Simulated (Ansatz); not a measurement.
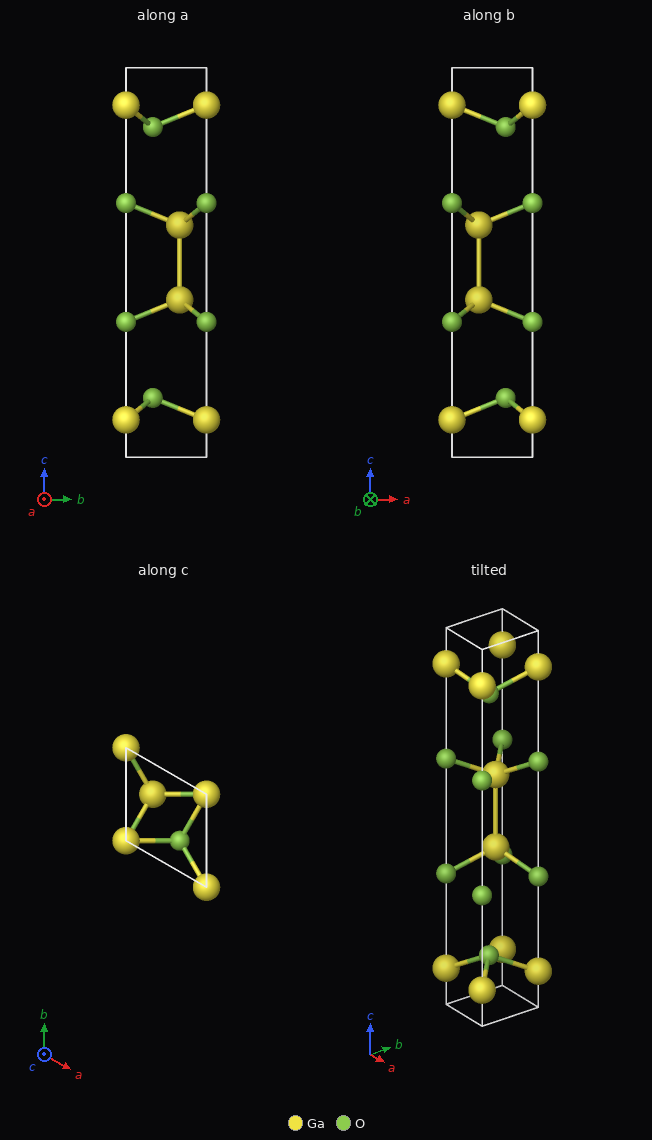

View along the a axis, along the b axis, along the c axis and slightly off an axis, drawn as a ball-and-stick model. The edges of the conventional unit cell are marked.

Lattice parameters: a = 3.0847 Å, b = 3.0847 Å, c = 12.9272 Å, α = 90.000°, β = 90.000°, γ = 120.000°.

Question: Express the structure as a CIF in P1 with every atom of the cell, with free fractional coordinates to two decimals.

Answer:
```cif
data_structure
_symmetry_space_group_name_H-M 'P 1'
_symmetry_Int_Tables_number 1
_cell_length_a 3.0847
_cell_length_b 3.0847
_cell_length_c 12.9272
_cell_angle_alpha 90.000
_cell_angle_beta 90.000
_cell_angle_gamma 120.000
_cell_volume 106.53
loop_
_atom_site_label
_atom_site_type_symbol
_atom_site_fract_x
_atom_site_fract_y
_atom_site_fract_z
_atom_site_occupancy
Ga1 Ga 0.3333 0.6667 0.40 1
Ga2 Ga 0.3333 0.6667 0.60 1
Ga3 Ga 0.00 0.00 0.10 1
Ga4 Ga 0.00 0.00 0.90 1
O1 O 0.6667 0.3333 0.15 1
O2 O 0.6667 0.3333 0.85 1
O3 O 0.00 0.00 0.35 1
O4 O 0.00 0.00 0.65 1
```

It goes back to a structure type filled with these elements by a generator (whether the compound takes this form wasn't checked). It was relaxed with Ansatz 0.2.0, DFT PBE, scalar-relativistic, plane waves, PAW under a constraint or pressure on the cell, so some stress remains.
